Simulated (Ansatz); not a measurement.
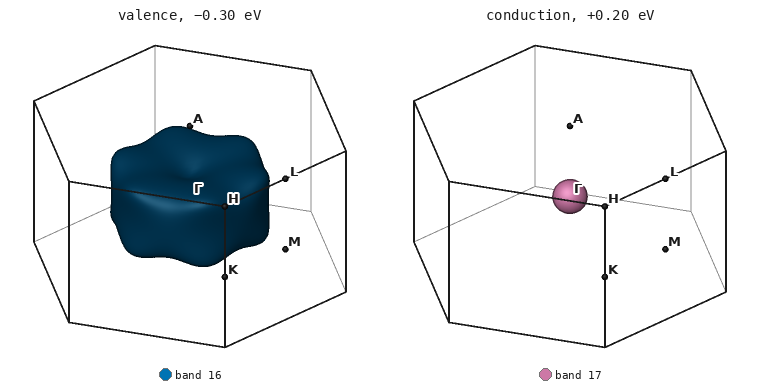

MgO in space group P6_3mc: constant-energy surfaces at both band edges (energies from each edge).

Computed with DFT PBE, scalar-relativistic, plane waves, PAW; levels and slopes on a dense k mesh at the converged density in Ansatz. No spin polarisation. Mesh 30×30×18, interpolated with the band slopes. The geometry was not relaxed (residual pressure 3 GPa). The cell comes from a database of computed structures, not from a measurement.

Masses come from a second pass at points close to the extrema; at the energies drawn a band may no longer be parabolic.

Is the gap direct or indirect, and how large does the calculation make it?

The gap is direct, 3.48 eV at this level of theory (semilocal functionals give gaps that are too small, and can reorder valleys that lie close).

Give the valleys and their effective masses.

Valence band (extrema up to 0.30 eV from the edge): one maximum at Γ, principal masses 0.38, 5.45 and 5.45 mₑ. Band 16 forms the valence edge.
Conduction band (extrema up to 0.20 eV from the edge): one minimum at Γ, principal masses 0.34, 0.35 and 0.35 mₑ. Band 17 forms the conduction edge.

The run (self-consistency and the dense mesh) took 87 s on 1 thread of Arm Neoverse V1, on a shared host, peak memory 0.65 GiB.
